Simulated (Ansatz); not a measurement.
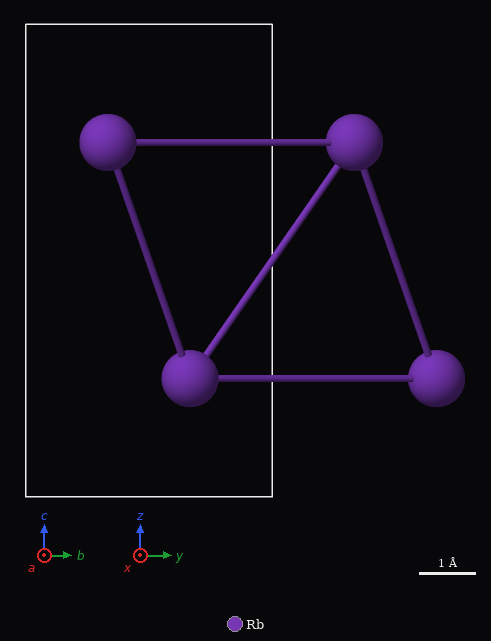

Energy scan for crystalline Rb (P6_3/mmc), in which the ratio of the cell's length along z to its lengths across, counted as 1 for the reference, is changed at fixed volume (a c/a path), with the atoms kept at their fractional coordinates. x, y and z are the Cartesian axes of the input. The picture shows the reference cell. Style: ball-and-stick. Shown: the cell of the calculation, repeated 2 × 2 × 1 with one cell outlined, along the a axis.

Computed with Ansatz, DFT LDA, scalar-relativistic, plane waves, PAW. Settings: plane-wave cutoff 420 eV; k-point mesh 12 × 12 × 6; occupations gaussian; smearing width 0.15 eV; no spin polarisation. Energies (free energies at the smearing named) are counted from the cell as listed in its source, which wasn't relaxed.

```
CELL_PARAMETERS angstrom
5.08821 0.00000 0.00000
-2.54410 4.40652 0.00000
0.00000 0.00000 8.44206
ATOMIC_POSITIONS crystal
Rb 0.33333 0.66667 0.25000
Rb 0.66667 0.33333 0.75000
```

Give the energy at each point (the relative ratio: 0.80, 0.85, 0.92, 0.96, 1.00, 1.05, 1.10, 1.20).

Answer.
```csv
axial ratio over its reference value,E − E(ref) (meV/atom)
0.80,15.7
0.85,8.0
0.92,1.5
0.96,−0.1
1.00,0.0
1.05,2.4
1.10,7.0
1.20,21.8
```

Of the computed points the lowest is at the relative ratio 0.96, −0.1 meV/atom. The distortion keeps the space group P6_3/mmc. At the relative ratio 0.80 the cell of the drawing goes a 5.088 → 5.481 Å, b 5.088 → 5.481 Å, c 8.442 → 7.275 Å.
